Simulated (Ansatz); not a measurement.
# Ta$_{4}$C$_{3}$: what the fields show

The calculation's input:

```
crystal:
  lattice:
    - [0.0, -4.4247933841, 0.0]
    - [0.0, 0.0, -4.4247933841]
    - [9.3495867682, 0.0, 0.0]
  atoms:
    - { symbol: Ta, position: [0.5, 0.5, 0.8282064881] }
    - { symbol: Ta, position: [0.5, 0.5, 0.3549456377] }
    - { symbol: Ta, position: [0.0, 0.5, 0.1183152126] }
    - { symbol: Ta, position: [0.0, 0.5, 0.5915760629] }
    - { symbol: Ta, position: [0.5, 1.0, 0.1183152126] }
    - { symbol: Ta, position: [0.5, 1.0, 0.5915760629] }
    - { symbol: Ta, position: [1.0, 1.0, 0.3549456377] }
    - { symbol: Ta, position: [1.0, 1.0, 0.8282064881] }
    - { symbol: C, position: [0.0, 1.0, 0.1183152126] }
    - { symbol: C, position: [0.0, 1.0, 0.5915760629] }
    - { symbol: C, position: [0.5, 1.0, 0.8282064881] }
    - { symbol: C, position: [0.5, 1.0, 0.3549456377] }
    - { symbol: C, position: [1.0, 0.5, 0.3549456377] }
    - { symbol: C, position: [1.0, 0.5, 0.8282064881] }
basis:
  ecutwfc: 500
kpoints:
  mp_grid: { grid: [9, 9, 5] }
hamiltonian:
  xc: r2scan
scf:
  occupations: { method: gaussian, width: 0.15 }
output:
  forces: true
  stress: true
  eigenvalues: true
  write_density: true
  write_potential: true
  elf: true
  volumetric_format: npy
```

Launched as:

```sh
ansatz run input.yaml --threads 2 --pin off --max-ram 5120MiB --backend cpu --events-out ev --progress --plain --runs-dir out
```

Below, planes, directions and counts refer to the conventional cell (a = 4.42 Å, b = 4.42 Å, c = 9.35 Å, α = 90.00°, β = 90.00°, γ = 90.00°).

Space group P4mm; a structure from a database of computed crystals, not necessarily the ambient phase; not relaxed (largest force 1.5 eV/Å); computed pressure about −9 GPa in this cell.

Computed with DFT r2SCAN, scalar-relativistic, plane waves, PAW in Ansatz 0.2.0.

In a PAW calculation such maps are meaningful between the atoms, not at the nuclei.

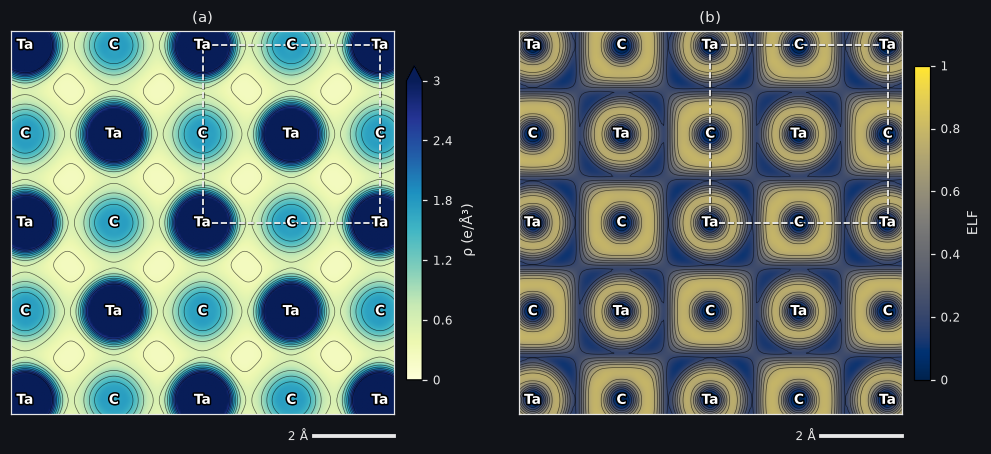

Figure 1. (a) valence charge density (pseudo); (b) ELF on the (001) plane of the conventional cell.

> Read the bonding off the picture.

The section cuts through Ta and C sites. Ta–C (2.21 Å): the density is about 0.58 e/Å³ at the midpoint; the ELF peaks at about 0.80 in the valence shell of C, 0.7 Å from its nucleus, and is about 0.20 at the midpoint. Between the atoms the lowest density in this plane is 0.24 e/Å³. The features right at Ta lie inside the PAW spheres, where the map follows smoothed inner orbitals and isn't to be read closely.

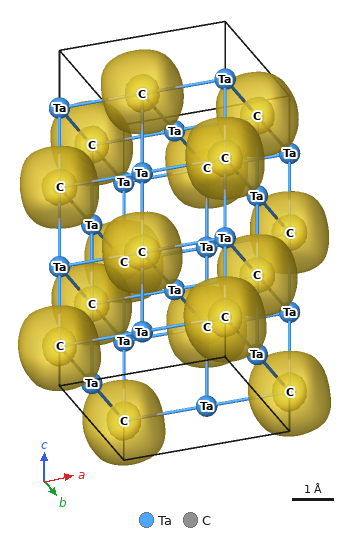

Figure 2. Isosurface of the ELF at 0.6 (yellow), seen at an oblique angle. Core shells and regions of very low density are left out. Sticks mark near contacts.

> Describe the localisation domains.

At this value the surface marks out six regions wrapped around C (the valence shell of each), counted in one cell of 14 atoms. Regions shared between cells count once.

> Does the calculation give a band gap?

It is metallic or semimetallic at this level of theory: no gap opens.
